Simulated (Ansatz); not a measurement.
```xyz
12
Lattice="4.9727 0.0000 0.0000 0.0000 4.9727 0.0000 0.0000 0.0000 6.9257" Properties=species:S:1:pos:R:3 pbc="T T T"
Si    1.4953    1.4953    0.0000
Si    0.9911    3.9816    1.7314
Si    3.4774    3.4774    3.4628
Si    3.9816    0.9911    5.1943
O     1.1885    0.5177    1.2376
O     1.9687    3.6748    2.9690
O     3.7842    4.4550    4.7005
O     3.0040    1.2979    6.4319
O     3.6748    1.9687    3.9567
O     4.4550    3.7842    2.2252
O     1.2979    3.0040    0.4938
O     0.5177    1.1885    5.6881
```

Space group P4₁2₁2; not relaxed (largest force 0.5 eV/Å); computed pressure about 8 GPa in this cell.

Level of theory: DFT, PBE, plane-wave PAW, default files, scalar-relativistic, frozen cores in Ansatz.

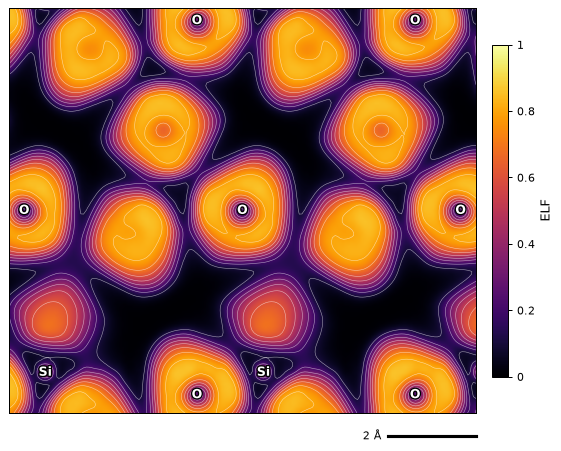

SiO2. ELF on the (101̄) plane of the conventional cell.

In a PAW calculation such maps are meaningful between the atoms, not at the nuclei.

**What do the fields say about this system?**

- The plane passes through Si and O nuclei.
- Atoms just off the plane (Si, 0.4 Å away and O, 0.4 Å away) can leave unmarked features too.
- Si–O (1.60 Å): the ELF peaks at about 0.85 between the atoms; a shared but strongly polarised pair.
- The ELF also peaks beside O, away from the bonds: lone-pair regions.

**Does the calculation make it a metal, or give it a gap?**

It is gapped, with a Kohn–Sham gap of 5.8 eV on the k-point mesh, an upper bound to the gap of this method.
